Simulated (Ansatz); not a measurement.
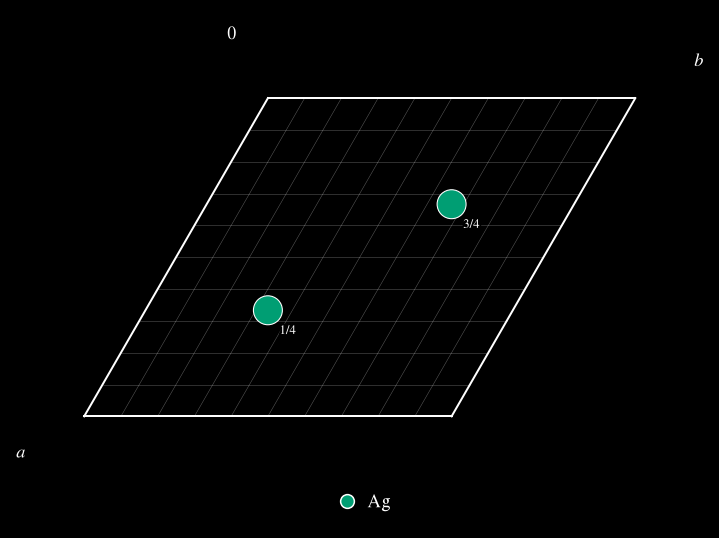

Plan of a unit cell projected along c (a down the page, b across); the numbers are heights as fractions of c, and atoms on the cell's edges are repeated. The grid marks tenths of a and b. Source: the end point of a relaxation at fixed volume with DFT PBE, spin-orbit coupling, plane waves, PAW (Ansatz 0.2.0); the starting structure was generated, so it need not be a known form of this composition. The drawing is computed from the coordinates (standard cell, symmetry found to 0.002 Å).

a = 2.938 Å, b = 2.938 Å, c = 4.790 Å, α = 90.00°, β = 90.00°, γ = 120.00°.

> What does the cell contain?

2 Ag: Ag, Z = 2.

> Which space group?

No. 194, P6₃/mmc, primitive hexagonal.

> Give the independent sites, coordinates to two places.

```
atom  site  symmetry     x     y     z
  Ag    2d      -6m2  0.33  0.67  0.75
```
